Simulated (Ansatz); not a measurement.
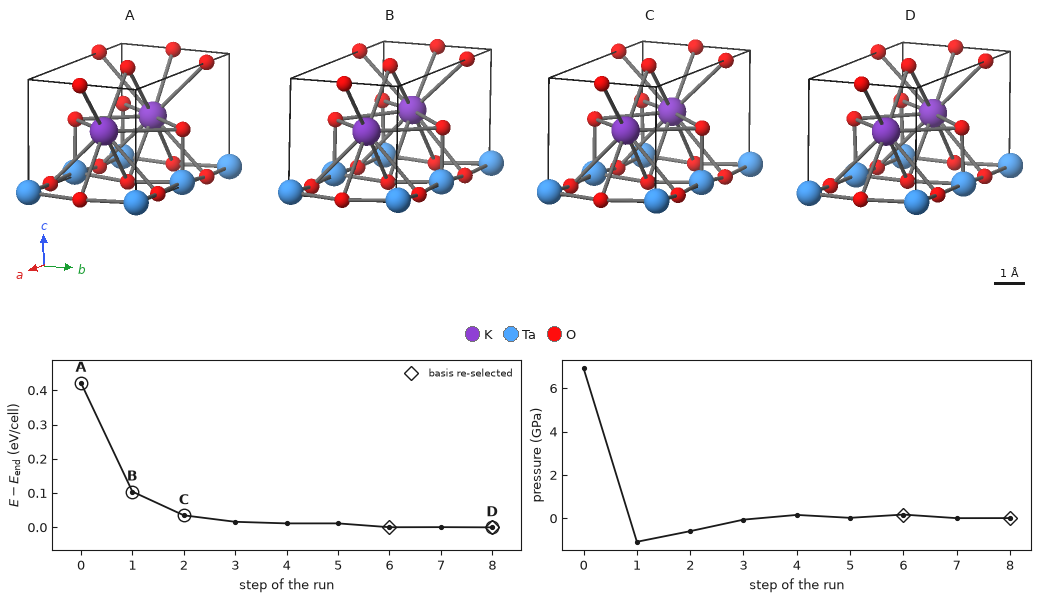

Frames of a relaxation of solid KTaO3 (built on the database structure type), marked on the history of the run. The picture is a ball-and-stick view of the cell of the calculation, seen slightly off an axis.

Case: shaken.

These are results of DFT, PBEsol, plane waves, PAW (Ansatz 0.2.0), not measurements. Settings: plane-wave cutoff 420 eV; k-point mesh 2 × 4 × 4; occupations fermi dirac; smearing width 0.05 eV; no spin polarisation; cell and atoms relaxed; force threshold 0.01 eV/Å; at most 120 steps.

### Describe the path.

After 6 accepted moves (8 points after the start) the energy has fallen by 0.422 eV per cell of the calculation. The largest force component goes from 1.8 to 0.0011 eV/Å. Pressure: 6.91 GPa at the start and 0.01 GPa at the end. The SCF was repeated twice at an unchanged geometry on a basis and grid sized afresh for the cell, which shifted the energy by 11.2 meV per cell of the calculation at most. The largest move relative to the cell is that of an O atom, 0.14 Å roughly along [0 −3 2]. Largest moves by element: O 0.14 Å, Ta 0.11 Å, K 0.07 Å. The drawn cell changes as follows: a 7.907 → 7.978 Å (+0.9 %), b 3.990 → 3.991 Å (0.0 %), c 3.947 → 3.988 Å (+1.0 %), α 91.1° → 90.0°, β 89.9° → 90.0°, γ 90.2° → 90.0°; the volume changes by +2.0 %. Near-neighbour distances that change, for instance: K–Ta 3.281 → 3.444 Å, K–O 2.749 → 2.873 Å, K–O 2.892 → 2.770 Å, O–Ta 1.826 → 1.945 Å. Bond angles that change, for instance: O–Ta–O 169.4° → 175.5°, Ta–O–Ta 169.4° → 175.5°, O–Ta–O 84.3° → 90.1°. The space group (tolerance 0.01 Å) goes from P1 (No. 1) to R3m (No. 160). From step 0 to 1: a K atom moves most (0.17 Å), volume +3.0 %, energy −0.317 eV per cell of the calculation. From step 1 to 2: a K atom moves most (0.08 Å), volume −0.4 %, energy −69.2 meV per cell of the calculation. From step 2 to 8: a Ta atom moves most (0.09 Å), volume −0.6 %, energy −35.1 meV per cell of the calculation.

```csv
step,"E − E(0), meV/atom","largest force component, eV/Å","pressure, GPa","volume, Å³/atom",note
0,0.00,1.7899,6.91,12.449,
1,-31.74,0.4382,-1.08,12.823,
2,-38.67,0.3233,-0.59,12.778,
3,-40.56,0.0703,-0.06,12.665,
4,-41.02,0.0168,0.16,12.683,
5,-41.02,0.0017,0.03,12.688,
6,-42.15,0.0019,0.18,12.688,"same geometry, new basis"
7,-42.12,0.0011,0.01,12.699,
8,-42.18,0.0011,0.01,12.699,"same geometry, new basis"
```
